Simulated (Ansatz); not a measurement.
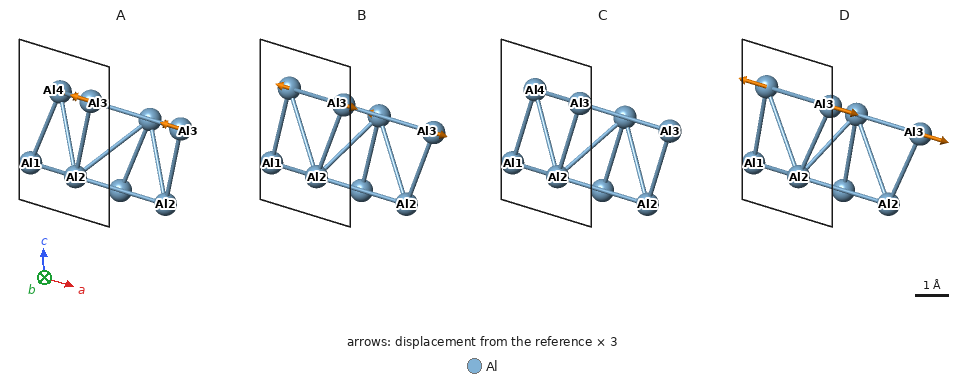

A scan of crystalline Al (P6_3/mmc): a normal mode of wave vector (0, 1/2, 1/2) of the primitive cell, folded into a doubled cell, (one arbitrary combination within a set of 2 degenerate modes) is frozen in with the cell fixed, the amplitude being the largest displacement of an atom. The picture is a ball-and-stick view of the cell of the calculation, repeated 2 × 1 × 1 with one cell outlined, seen along the b axis. Orange arrows: displacements from the reference.

Level of theory: DFT PBEsol, scalar-relativistic, plane waves, PAW in Ansatz. Set-up: plane-wave cutoff 420 eV; k-point mesh 22 × 22 × 22; occupations gaussian; smearing width 0.15 eV; no spin polarisation. Energies (free energies at the smearing named) are counted from the relaxed crystal.

Rank the frames from lowest to highest energy.

Answer. Lowest first: C (the amplitude 0.00 Å, 0.0 meV/cell), B (the amplitude −0.15 Å, 63.4 meV/cell), A (the amplitude 0.225 Å, 140.1 meV/cell), D (the amplitude −0.30 Å, 242.2 meV/cell). Over the whole scan: the harmonic wavenumber of the mode is 170 cm⁻¹, a stable vibration. Of the computed points the lowest is at the amplitude 0.00 Å, 0.0 meV/cell. At the highest point the shortest interatomic distance is 2.60 Å, against 2.84 Å in the reference.
